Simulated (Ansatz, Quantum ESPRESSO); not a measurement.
# graphene, 1 layer, rectangular cell: the energy at a withheld member of a series

Method. Quantum ESPRESSO 7.5, PBE, GBRV ultrasoft. Cell and atoms are first relaxed; each strained cell is then held, the other axis too, and the atoms relax in it. A periodic run with 15 Å of vacuum in the starting cell gives the vacuum levels, and bands follow along a path. The series steps strain along the first axis. Energies count from the lowest.

```tsv
strain along the first axis	energy (eV)
-4 %	0.1939
-3 %	0.1062
-2 %	0.0456
-1 %	0.0109
0 %	0.0000
1 %	0.0104
2 %	0.0419
3 %	0.0940
```

One more run was made and is withheld. What is the energy at 4 %?

**Fit.** The rows at 2 % and 3 % give a slope of (0.0940 − (0.0419))/(3 − (2)) = 0.0521, so a straight line gives 0.1461 eV. A parabola through these and the row at 1 % gives 0.1667 eV.

**Check.** 0.1657 eV. The line misses by −0.0196 and the parabola by +0.0010 eV. The parabola does better.

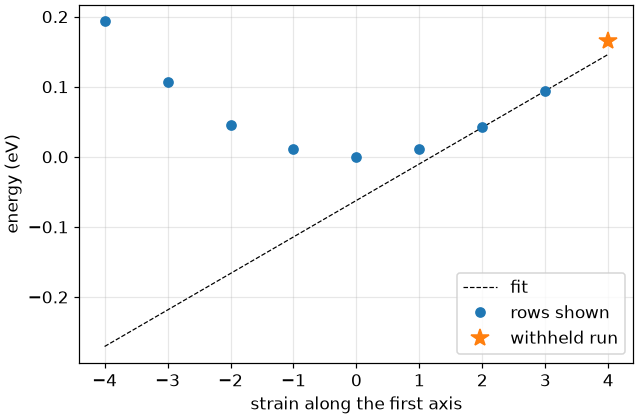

The rows shown, the fit and the withheld run.

Caveats: Semilocal gaps are too small; the 1×1 cell can't ripple over many cells under compression as a free sheet would. No spin-orbit coupling.

[Logs are printed without paths, hosts, clocks, repeated set-up lines and the standing remarks that a program may print on its own settings, such as how far it seeks lower states.]
